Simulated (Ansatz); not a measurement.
Input file:

```
crystal:
  lattice:
    - [3.8029826611, 0.0, 0.0]
    - [-1.9014913305, 3.2934795947, 0.0]
    - [0.0, 0.0, 4.8594646107]
  atoms:
    - { symbol: Al, position: [0.0, 0.0, 0.0] }
    - { symbol: Al, position: [0.3333333333, 0.6666666667, 0.6477829059] }
    - { symbol: Al, position: [0.6666666667, 0.3333333333, 0.3522170941] }
    - { symbol: Ni, position: [0.3333333333, 0.6666666667, 0.1455709067] }
    - { symbol: Ni, position: [0.6666666667, 0.3333333333, 0.8544290933] }
basis:
  ecutwfc: 420
kpoints:
  mp_grid: { grid: [12, 12, 10] }
hamiltonian:
  xc: pbesol
scf:
  occupations: { method: gaussian, width: 0.15 }
output:
  forces: true
  stress: true
  eigenvalues: true
  write_density: true
  write_potential: true
  elf: true
  volumetric_format: npy
```

Run with:

```sh
ansatz run input.yaml --threads 2 --pin off --max-ram 5120MiB --backend cpu --events-out ev --progress --plain --runs-dir out
```

Below, planes, directions and counts refer to the conventional cell (a = 3.80 Å, b = 3.80 Å, c = 4.86 Å, α = 90.00°, β = 90.00°, γ = 120.00°).

Space group P-3m1; a structure from a database of computed crystals, not necessarily the ambient phase; changed on purpose from its base cell (strain -0.050 along x and y, +0.000 along z, atoms carried along); computed pressure about 18 GPa in this cell; computed without spin polarisation.

All numbers below come from Ansatz, DFT PBEsol, scalar-relativistic, plane waves, PAW.

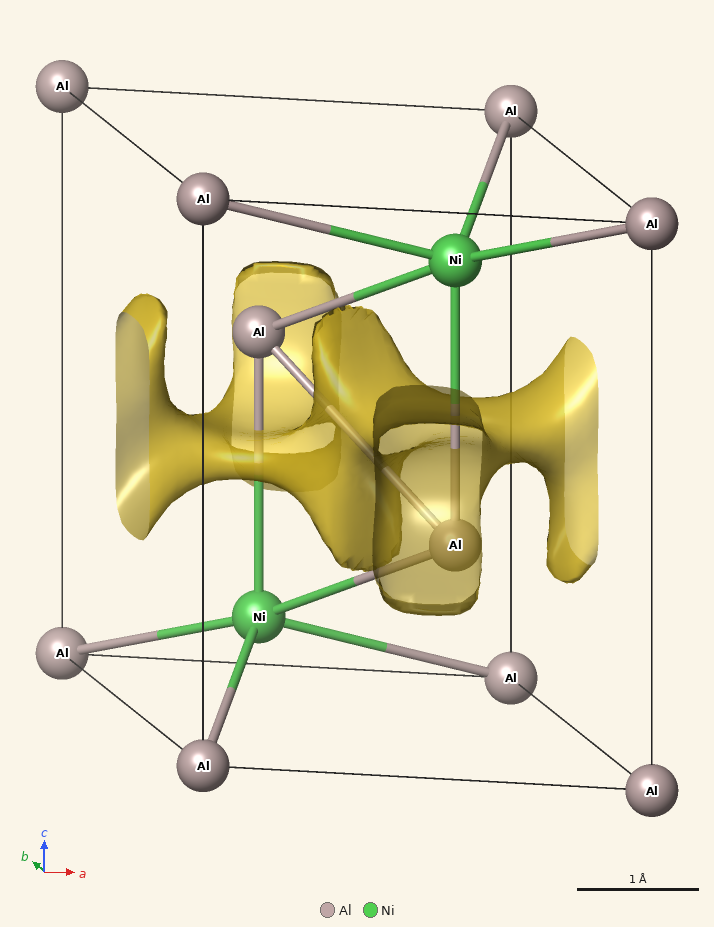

Al3Ni2. Isosurface of the ELF at 0.6 (yellow), seen slightly off an axis. Only the valence region is drawn (cores and ρ < 0.01 e/Å³ removed). Sticks mark near contacts.

Core electrons are frozen (PAW), and the valence fields are smoothed inside the atomic spheres.

Describe the localisation domains.

Answer. The ELF exceeds this value in sheets that run through the cell in two directions, counted in one cell of 5 atoms. Regions shared between cells count once. Along the contacts the grid gives the following. Al–Ni (2.31 Å): the ELF is about 0.40 at the midpoint. Ni–Ni (2.61 Å): the ELF is about 0.35 at the midpoint.
